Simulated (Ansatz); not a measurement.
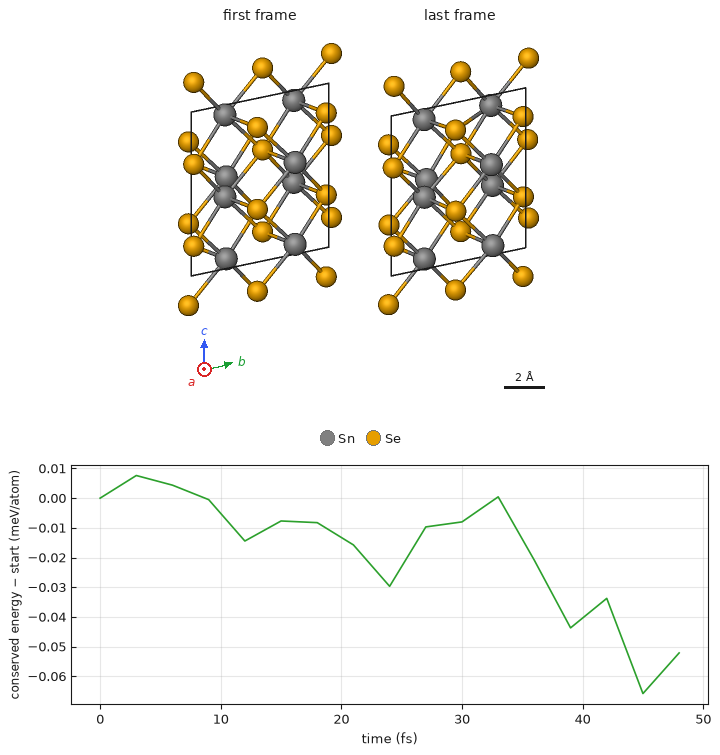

Molecular dynamics of a 16-atom cell of SnSe (set up in Cmcm), 48 fs long. The picture is a ball-and-stick view of the simulation cell, seen along the a axis. Bonds to atoms that aren't drawn are left out.

The calculation used Ansatz, DFT PBEsol, scalar-relativistic, plane waves, PAW. Set-up: plane-wave cutoff 420 eV; k-point mesh 2 × 2 × 2; Fermi-Dirac smearing 0.02 eV; Langevin thermostat and barostat (NPT); set temperature 200 K; time step 3 fs; friction 0.05 per fs; target pressure 2 GPa.

**How well is the energy conserved, and can the run be trusted?**

The conserved quantity stays between −0.066 and 0.0076 meV per atom of its start. A straight-line fit has a slope that amounts to −0.054 meV per atom over 48 fs (0.2 % of the mean kinetic energy), and the ripple about it is 0.2 % of the kinetic energy's fluctuation. With a drift under 2 % and a ripple under 7 %, the integration is accurate. The mean temperature in the second half is 183 K (standard deviation 39 K). The potential energy in the second half lies on average 11.6 meV per atom below the first frame. The mean pressure there is −0.6 GPa. The volume ends −7.0 % from the start.
